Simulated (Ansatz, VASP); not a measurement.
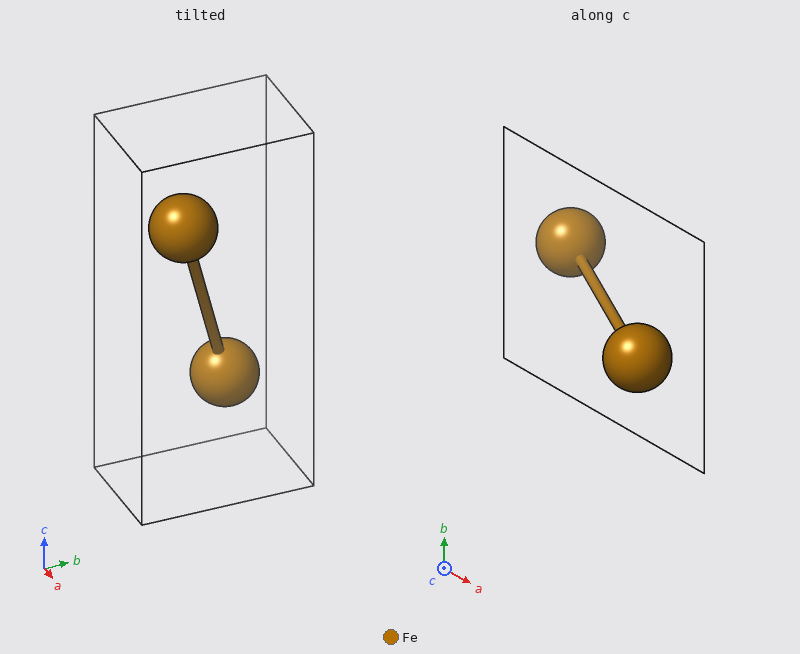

Fe, hexagonal close-packed (Mg type), space group P6₃/mmc (No. 194), a = 2.434 Å, b = 2.434 Å, c = 3.842 Å, α = 90.00°, β = 90.00°, γ = 120.00° (9.86 Å³/atom). Crystal structure, ball-and-stick style, seen slightly off an axis and along the c axis. Lines trace the edges of the conventional unit cell. The cell is a structure listed in the Materials Project. This isn't the form of Fe at room conditions, which is bcc.

The cell was scaled uniformly, at fixed shape and fractional positions, in three programs or potential sets. Alike in all runs: functional PBE; k mesh 12 × 12 × 7 on the run's cell of 2 atoms; occupations fermi-dirac, width 0.05 eV; collinear spin, ferromagnetic start; no spin-orbit coupling.

Energies from Ansatz LAPW (all-electron):

```tsv
volume (Å³/atom)	E − E(lowest point) (meV/atom)
9.266	91.09
9.463	54.24
9.660	27.70
9.857	10.44
10.054	1.49
10.251	0.00
10.448	5.21
```

Q: What equilibrium volume and bulk modulus do these points give?

A: V0 = 10.19 Å³/atom, B0 = 290 GPa and B0′ = 4.6. V0 lies 3.4 % above the volume of the cell as given.

The same fit in all programs:

```tsv
program	V0 (Å³/atom)	B0 (GPa)	B0′
Ansatz LAPW (all-electron)	10.19	290	4.6
Ansatz (Ansatz PAW soft_1)	?	?	?
VASP (PBE potentials, release 64 Fe)	10.17	289	4.6
```

Q: Estimate the row of Ansatz (Ansatz PAW soft_1).

A: V0 = 10.19 Å³/atom, B0 = 290 GPa and B0′ = 4.6. The other rows span 10.17 to 10.19 Å³/atom and 289 to 290 GPa.

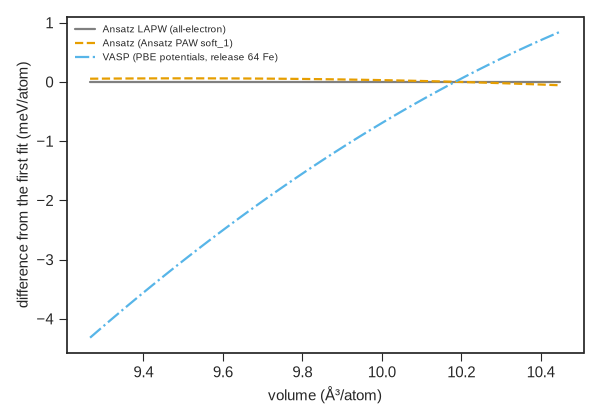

Each fitted curve, counted from its own minimum, less that of Ansatz LAPW (all-electron). With one functional throughout, the spread comes from potentials, basis sets and numerical settings; B0′ is uncertain by a few tenths over so narrow a range. Each run keeps the magnetic state that it reached from a ferromagnetic start.

Caveat: the cell was scaled at fixed shape and fractional positions, which overstates the stiffness of a crystal with free parameters, most of all of layers and chains.
